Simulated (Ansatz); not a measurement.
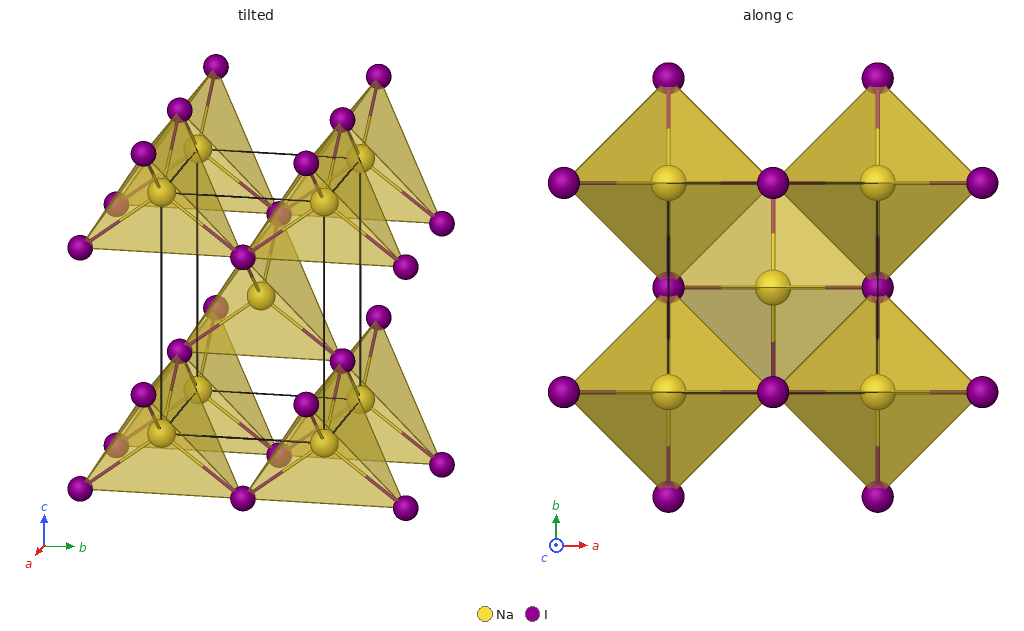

The figure gives a polyhedral picture of the atoms, viewed slightly off an axis and along the c axis. Atoms at the boundary of the conventional unit cell (the box) are drawn once for each face, edge or corner they touch. Some neighbours outside the box are added.

NaI, space group I-4m2 (No. 119), a = 4.900 Å, b = 4.900 Å, c = 7.350 Å, α = 90.00°, β = 90.00°, γ = 90.00°. It derives from a structure type filled with these elements by a generator (whether the compound takes this form wasn't checked). The cell was then strained or its atoms displaced on purpose. A calculation with Ansatz used it as input.

This one geometry was computed with Ansatz (DFT, plane waves, PAW) at three levels of theory: PBE, r2SCAN and HSE06. It was relaxed with r2SCAN and then strained.

> How does the band gap change with the level of theory?

PBE: a gap of 3.80 eV, direct; r2SCAN: a gap of 4.40 eV, direct; HSE06: a gap of 4.79 eV, direct.

> Collect the results in a table.

| level | cutoff (eV) | k-mesh of the run's cell | gap (eV) | pressure (GPa) |
| --- | --- | --- | --- | --- |
| PBE | 420 | 6×6×6 | 3.80 | 0.5 |
| r2SCAN | 500 | 6×6×6 | 4.40 | 0.1 |
| HSE06 | 420 | 4×4×4 | 4.79 | 0.3 |

Gaps are taken on the k-mesh or band path of each run.
